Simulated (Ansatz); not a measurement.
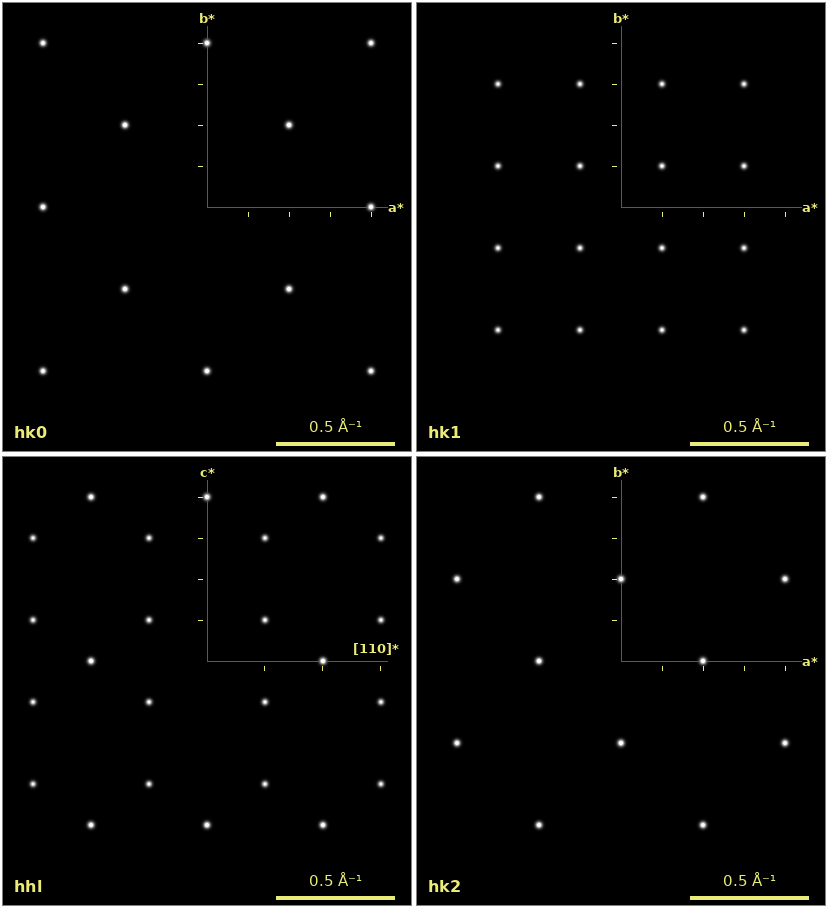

Simulated precession-type sections (neutrons; kinematic intensities, B = 0.5 Å²). The ticks mark integer indices of the conventional cell.

Q: Read the reciprocal cell and give the direct cell.

A: a* = 0.175, b* = 0.175, c* = 0.175 Å⁻¹; the cell is cubic with a = 5.72 Å.

Q: Which reflection conditions do the layers show?

A: Reflections are present only under these conditions. hkl: h + k = 2n, h + l = 2n; hk0: h = 2n, h + k = 4n; hhl: h + l = 2n; h00: h = 4n. The lattice is face-centred (F). Further gaps, such as 2 2 2, 4 4 2, come from atoms on special positions, not from the group's general conditions.

Q: Which space groups fit?

A: The intensities have Laue symmetry m-3m (the hk0 layer shows 4mm, hk1 shows 4mm). With these conditions only Fd-3m (No. 227) fits. The compound is Re. Structure: the input geometry of an electronic-structure calculation (not necessarily at equilibrium); the starting structure was generated, so it need not be a known form of this composition.
